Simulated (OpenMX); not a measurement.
## A series of single points on Y

System: Y (2 atoms in the cell).
Method: Kohn-Sham DFT of a periodic cell, PBE, OpenMX 2013 PBE set, no spin polarisation (OpenMX 3.8.5).

The 7 runs differ only in the geometry, by an even scaling of the cell at fixed fractional positions. The structure derives from an entry of the Crystallography Open Database.

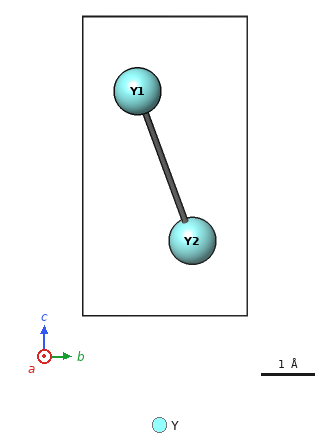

Figure 1. The structure of run 4 (ball-and-stick view of the cell of the calculation, along the a axis; atoms are numbered from 1 in the order of the input). An atom can appear more than once, as a periodic image.

### Input of run 4
```
System.CurrrentDirectory             ./
System.Name                          Y
DATA.PATH                            ./DFT_DATA13
level.of.stdout                      1
level.of.fileout                     0
Species.Number                       1
<Definition.of.Atomic.Species
  Y   Y8.0-s3p2d1            Y_PBE13
Definition.of.Atomic.Species>

Atoms.Number                         2
Atoms.SpeciesAndCoordinates.Unit     FRAC
<Atoms.SpeciesAndCoordinates
    1  Y     0.6666666667    0.3333333333    0.7500000000   5.500  5.500
    2  Y     0.3333333333    0.6666666667    0.2500000000   5.500  5.500
Atoms.SpeciesAndCoordinates>

Atoms.UnitVectors.Unit               Ang
<Atoms.UnitVectors
     3.6474000000    0.0000000000    0.0000000000
    -1.8237000000    3.1587410578    0.0000000000
     0.0000000000    0.0000000000    5.7306000000
Atoms.UnitVectors>

scf.XcType                           GGA-PBE
scf.SpinPolarization                 off
scf.ElectronicTemperature            580.226
scf.energycutoff                     400.0
scf.maxIter                          100
scf.EigenvalueSolver                 band
scf.Kgrid                            9 9 5
scf.Mixing.Type                      rmm-diisk
scf.Init.Mixing.Weight               0.05
scf.Min.Mixing.Weight                0.001
scf.Max.Mixing.Weight                0.3
scf.Mixing.History                   25
scf.Mixing.StartPulay                8
scf.criterion                        1.0e-8
scf.stress.tensor                    on
MD.Type                              nomd
Band.dispersion                      on
Band.Nkpath                          9
<Band.kpath
    8   0.000000  0.000000  0.000000    0.500000  0.000000  0.000000  G M
    5   0.500000  0.000000  0.000000    0.333333  0.333333  0.000000  M K
   10   0.333333  0.333333  0.000000    0.000000  0.000000  0.000000  K G
    5   0.000000  0.000000  0.000000    0.000000  0.000000  0.500000  G A
    8   0.000000  0.000000  0.500000    0.500000  0.000000  0.500000  A L
    5   0.500000  0.000000  0.500000    0.333333  0.333333  0.500000  L H
   10   0.333333  0.333333  0.500000    0.000000  0.000000  0.500000  H A
    5   0.500000  0.000000  0.500000    0.500000  0.000000  0.000000  L M
    5   0.333333  0.333333  0.000000    0.333333  0.333333  0.500000  K H
Band.kpath>
```

Command:
```bash
openmx Y.dat -nt 1 > Y.std
```

Lattice vectors (Å) and fractional positions of run 4:
```
   3.647400    0.000000    0.000000
  -1.823700    3.158741    0.000000
   0.000000    0.000000    5.730600
Y   0.666667  0.333333  0.750000
Y   0.333333  0.666667  0.250000
```

Run 6 has the same physical settings and fractional positions; its lattice vectors (Å) are:
```
   3.695398    0.000000    0.000000
  -1.847699    3.200308    0.000000
   0.000000    0.000000    5.806011
```

### Results, with one run withheld

| run | volume per atom (Å³) | free energy per atom, from the lowest run given (meV) |
| --- | --- | --- |
| 1 | 31.031 | 17.65 |
| 2 | 31.691 | 7.66 |
| 3 | 32.351 | 1.90 |
| 4 | 33.012 | 0.00 |
| 5 | 33.672 | 1.76 |
| 6 | 34.332 | ? |
| 7 | 34.992 | 15.05 |

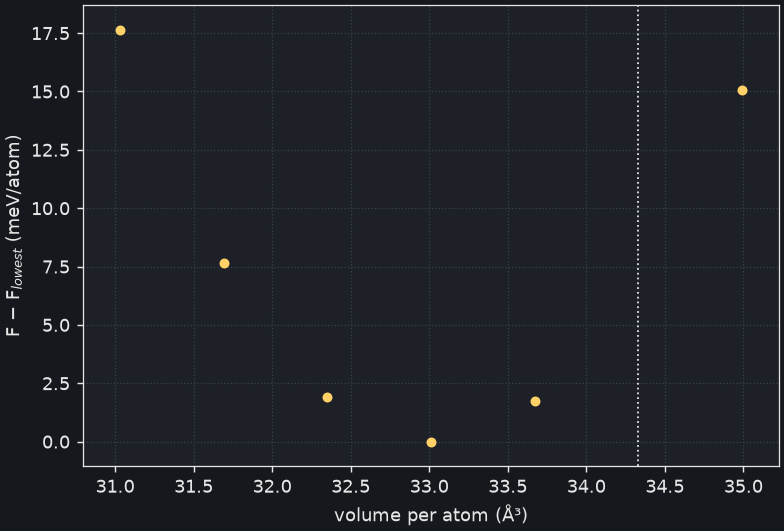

Figure 2. Free energy per atom of the runs given; the dotted line marks run 6.

What should run 6 give?

A cubic polynomial in V^(−2/3) (the Birch–Murnaghan form), fitted to the 6 runs given, misses them by at most 0.01 meV per atom. With x = V^(−2/3) − 0.09769 Å⁻², it reads F = 0.30391 + 1118.9 x + 1.0665e+06 x² − 6.6907e+06 x³ (meV per atom). At run 6 it gives 6.85 meV per atom, and the run itself gives 6.87. The fit has its minimum at 33.015 Å³ per atom, where V d²F/dV² gives 43.9 GPa. Cell shape and fractional positions are held, so this is the stiffness under even scaling; the relaxed bulk modulus wasn't computed.

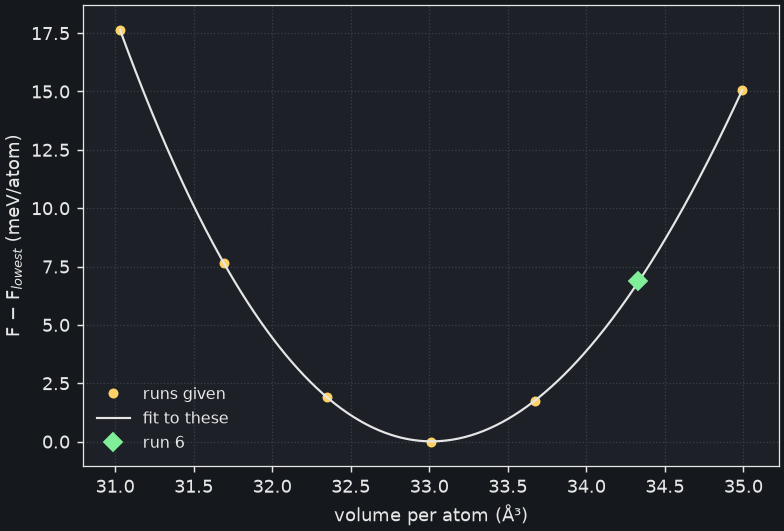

Figure 3. The fit and the withheld run.

### Some lines of the output (run 6)
```
[...]
  Cell_Volume =    463.369411572745 (Bohr^3)
        Total energy (Hartree) at MD = 1
   kloop=0
   kloop=1
   kloop=202
```

Notes: With a small basis of atomic orbitals these values can differ much from converged plane-wave results.
